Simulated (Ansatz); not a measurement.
A series of calculations on HfN

### A change

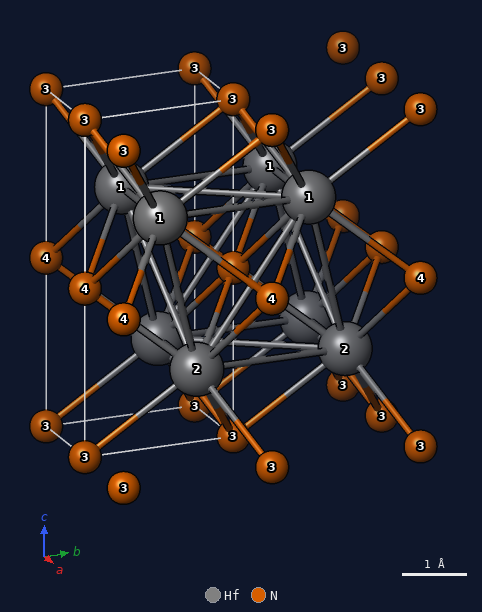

This is a symmetric starting cell of HfN. Style: ball-and-stick. Shown: the cell of the calculation, repeated 2 × 2 × 1 with one cell outlined, slightly off an axis.

Computed with DFT PBE, scalar-relativistic, plane waves, PAW in Ansatz 0.2.0. Set-up: plane-wave cutoff 420 eV; k-point mesh 15 × 15 × 8; occupations gaussian; smearing width 0.1 eV; no spin polarisation.

The variant: The cell is strained by −1.9 % along c and +4.1 % across it (volume +6.3 %), the atoms keeping their fractional coordinates. No relaxation follows. The starting cell wasn't computed here and needn't be at equilibrium, so pressure and forces aren't due to the change alone.

Input file:
```yaml
crystal:
  lattice:
    - [3.2620535209, 0.0, 0.0]
    - [-1.6310267605, 2.8250212176, 0.0]
    - [0.0, 0.0, 5.3132532889]
  atoms:
    - { symbol: Hf, position: [0.66666667, 0.33333333, 0.75] }
    - { symbol: Hf, position: [0.33333333, 0.66666667, 0.25] }
    - { symbol: "N", position: [0.0, 0.0, 0.0] }
    - { symbol: "N", position: [0.0, 0.0, 0.5] }
basis:
  ecutwfc: 420
kpoints:
  mp_grid: { grid: [15, 15, 8] }
hamiltonian:
  xc: pbe
scf:
  occupations: { method: gaussian, width: 0.1 }
output:
  forces: true
  stress: true
  eigenvalues: true
```

Command:
```bash
ansatz run input.yaml --threads 1 --pin off --max-ram 1331MiB --backend cpu --events-out ev --progress --plain --runs-dir out
```

What does the calculation give for the changed structure?

The pressure is −9.0 GPa (not all of it need come from the change, since the unchanged cell can be under pressure at this level too). The principal stresses (compression positive) are 7.0 GPa along c and −17.0 GPa across it. All forces vanish by symmetry. Some distances before and after: Hf–Hf 3.134 → 3.262 Å, Hf–N 2.260 → 2.305 Å. The space group stays P6_3/mmc (No. 194).

Drawn alike, the variant:

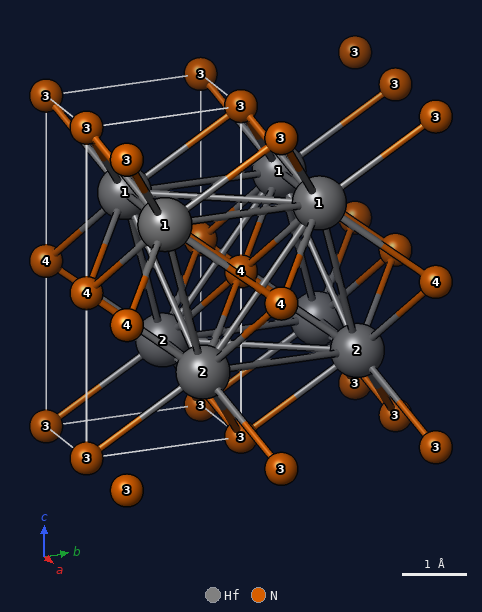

### A change

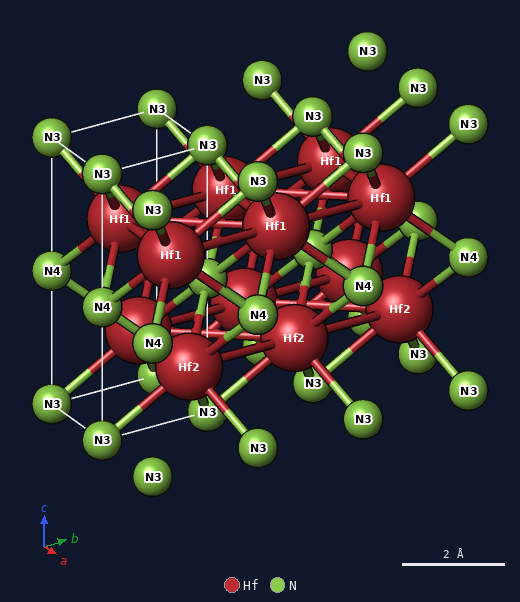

This is a symmetric starting cell of HfN. A ball-and-stick model of the cell of the calculation, repeated 2 × 3 × 1 with one cell outlined, seen slightly off an axis.

All numbers below come from DFT PBE, scalar-relativistic, plane waves, PAW (Ansatz 0.2.0). (plane-wave cutoff 420 eV; k-point mesh 15 × 15 × 8; occupations gaussian; smearing width 0.1 eV; no spin polarisation)

Change: The cell is strained by −1.7 % along c and −4.7 % across it (volume −10.8 %), the atoms keeping their fractional coordinates. No relaxation follows. The starting cell wasn't computed here and needn't be at equilibrium, so pressure and forces aren't due to the change alone.

What does the calculation give for the changed structure?

Among the bonded contacts that change: Hf–Hf 3.134 → 2.986 Å, Hf–Hf 3.257 → 3.171 Å, Hf–N 2.260 → 2.178 Å. The space group stays P6_3/mmc (No. 194). The pressure is 46.8 GPa (not all of it need come from the change, since the unchanged cell can be under pressure at this level too). The principal stresses (compression positive) are 37.3 GPa along c and 51.6 GPa across it. All forces vanish by symmetry.

Drawn alike, the variant:

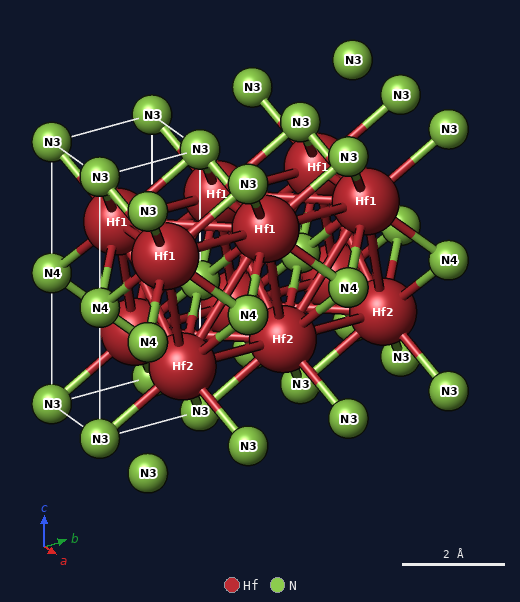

### Distortion

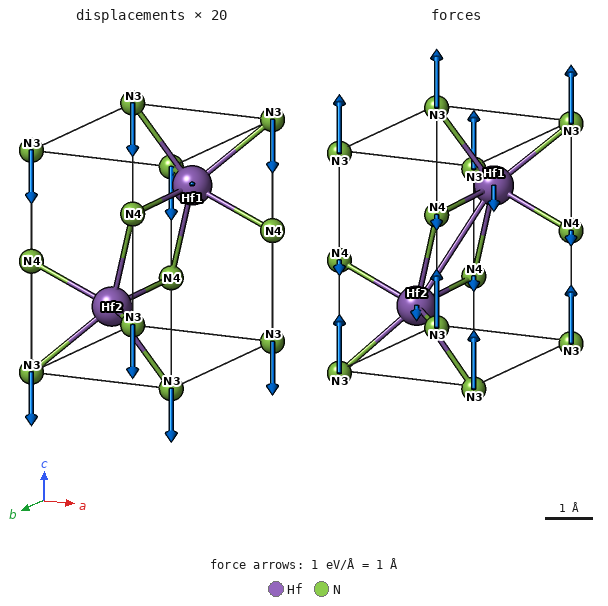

Left: a symmetric starting cell of HfN, with blue arrows for the displacements applied to it (without the part that the change of the cell carries along). Right: the displaced structure with the computed forces. Besides, the cell is strained by −0.9 % along c and −3.9 % across it (volume −8.4 %). The picture is a ball-and-stick view of the cell of the calculation, seen from a free direction.

Level of theory: DFT PBE, scalar-relativistic, plane waves, PAW (Ansatz). Settings: plane-wave cutoff 420 eV; k-point mesh 15 × 15 × 8; occupations gaussian; smearing width 0.1 eV; no spin polarisation.

Where do the forces point?

A single atom, N3, is moved by 0.07 Å along −c. No relaxation follows. The starting cell wasn't computed here and needn't be at equilibrium, so pressure and forces aren't due to the change alone. The pressure is 36.5 GPa (not all of it need come from the change, since the unchanged cell can be under pressure at this level too). The principal stresses (compression positive) are 27.0 GPa along c and 41.2 GPa across it. The largest force is 1.5 eV/Å, on N3, along +c. The forces mostly point back along the displacements (cosine −0.89). Near-neighbour distances before and after: Hf–Hf 3.134 → 3.012 Å, Hf–N 2.260 → 2.153 to 2.237 Å, Hf–Hf 3.257 → 3.192 to 3.205 Å. The space group (tolerance 0.01 Å) goes from P6_3/mmc (No. 194) to P3m1 (No. 156).

### Distortion

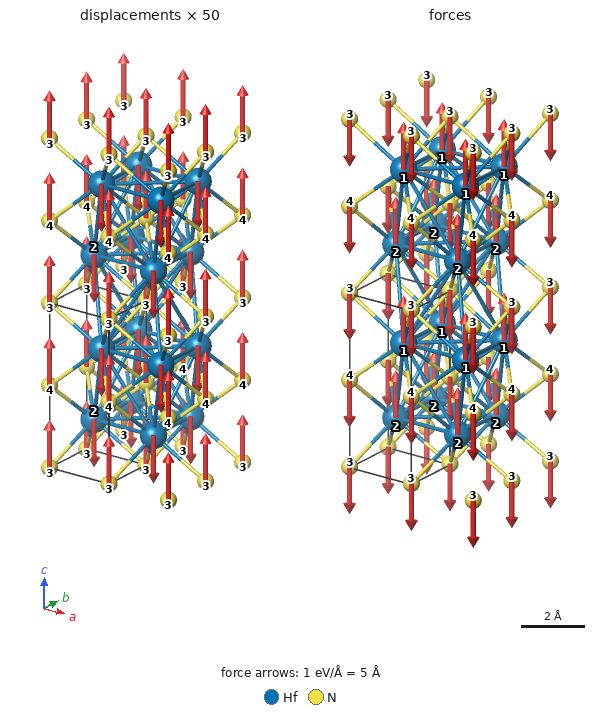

Left: a symmetric starting cell of HfN, with red arrows for the displacements applied to it (without the part that the change of the cell carries along). Right: the displaced structure with the computed forces. Besides, the cell is strained by +5.5 % along c and +4.0 % across it (volume +14.2 %). The picture is a ball-and-stick view of the cell of the calculation, repeated 2 × 2 × 2 with one cell outlined, seen slightly off an axis.

These are results of DFT PBE, scalar-relativistic, plane waves, PAW (Ansatz 0.2.0), not measurements. Settings: plane-wave cutoff 420 eV; k-point mesh 15 × 15 × 8; occupations gaussian; smearing width 0.1 eV; no spin polarisation.

Question: Describe the distortion and the response.

Answer: Atoms are displaced by 0.03 Å relative to the cell: Hf1 0.03 Å along −c, N4 0.03 Å along +c. No relaxation follows. The starting cell wasn't computed here and needn't be at equilibrium, so pressure and forces aren't due to the change alone. The pressure is −22.2 GPa (not all of it need come from the change, since the unchanged cell can be under pressure at this level too). The principal stresses (compression positive) are −25.9 GPa along c and −20.3 GPa across it. The largest forces, 0.31 eV/Å, act on Hf1, Hf2, N3 and N4; on Hf1 it points along +c. The forces point straight back along the displacements (cosine −1.00). Some distances before and after: Hf–Hf 3.257 → 3.422 Å, Hf–N 2.260 → 2.326 to 2.402 Å, Hf–Hf 3.134 → 3.260 Å. The space group (tolerance 0.01 Å) goes from P6_3/mmc (No. 194) to P6_3mc (No. 186).
